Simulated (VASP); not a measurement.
System: La$_{2}$O$_{3}$.

```
La O
1.0
     6.26678    0.00000    0.00000
    -3.13339    5.42719    0.00000
     0.00000    0.00000    3.29977
La O
2 3
Cartesian
  0.0000 3.6181 1.6499
  3.1334 1.8090 1.6499
  1.5416 2.6701 0.0000
  -1.5918 2.7571 0.0000
  3.1836 0.0000 0.0000
```

Space group P-62m; a structure from a database of computed crystals, not necessarily the ambient phase.

The calculation used VASP, Kohn-Sham DFT of a periodic cell, PBE, VASP PAW PBE potentials, recommended.

> What can the converged valence pseudo-density and electron localisation function tell about the bonding?

La–O (2.45 Å): ρ is about 0.43 e/Å³ halfway; the ELF is about 0.25 at the midpoint: an ionic contact with no shared pair.

> Does the calculation give a band gap?

It is gapped, with a Kohn–Sham gap of 1.8 eV on the k-point mesh, an upper bound to the gap of this method.

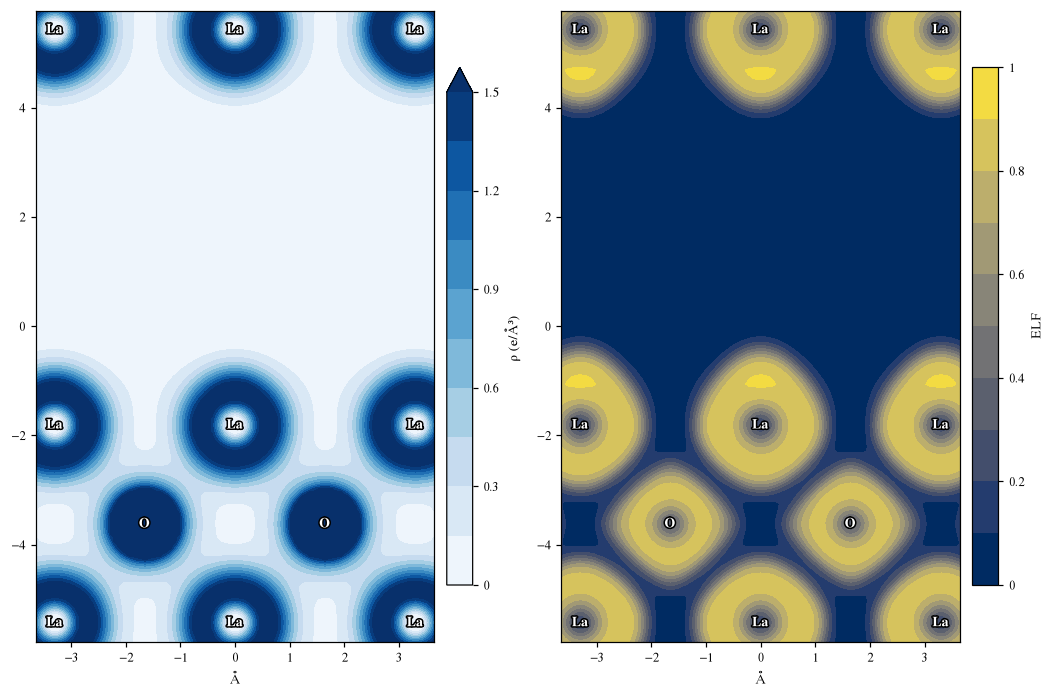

Computed valence pseudo-density and electron localisation function on the (110) plane of the conventional cell, in this order. 

In a PAW calculation such maps are meaningful between the atoms, not at the nuclei.
